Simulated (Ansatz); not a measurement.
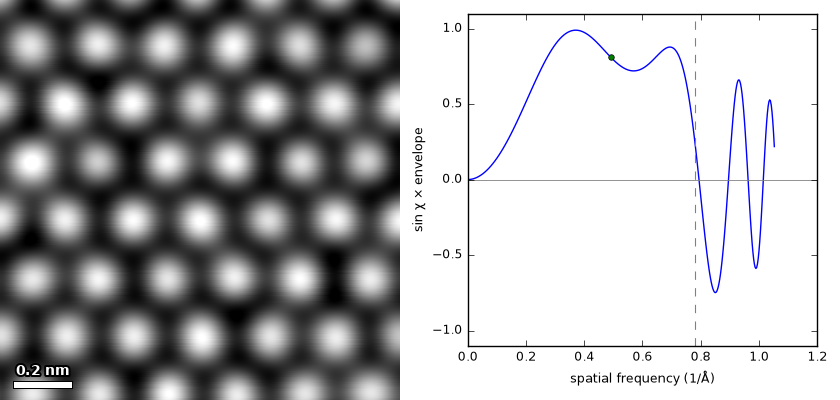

Phase-contrast TEM-like image of Ge (Fd-3m, No. 227) along [111]. Simulated in the weak-phase-object approximation with neutral-atom potentials: 80 kV, Cs = −20 µm, defocus +110 Å (negative is underfocus), defocus spread 8 Å, aperture 0.78 1/Å. A slight drift and the speckle of an amorphous layer were added. Structure used: the input geometry of an electronic-structure calculation (not necessarily at equilibrium).

The plot gives the contrast transfer function, the aperture (dashed) and the crystal's spatial frequencies that carry visible contrast (dots).

What point resolution do these settings give, and which lattice spacings pass?

Answer. About 1.3 Å (0.66 |Cs|^(1/4) λ^(3/4) with λ = 0.0418 Å). The spacings that carry visible contrast are {220} at 2.04 Å.

Do the atom columns appear dark or bright, and why?

Answer. Bright. With negative Cs and overfocus sin χ is positive over the pass band, so the strongest columns (Ge) come out brighter than the background.
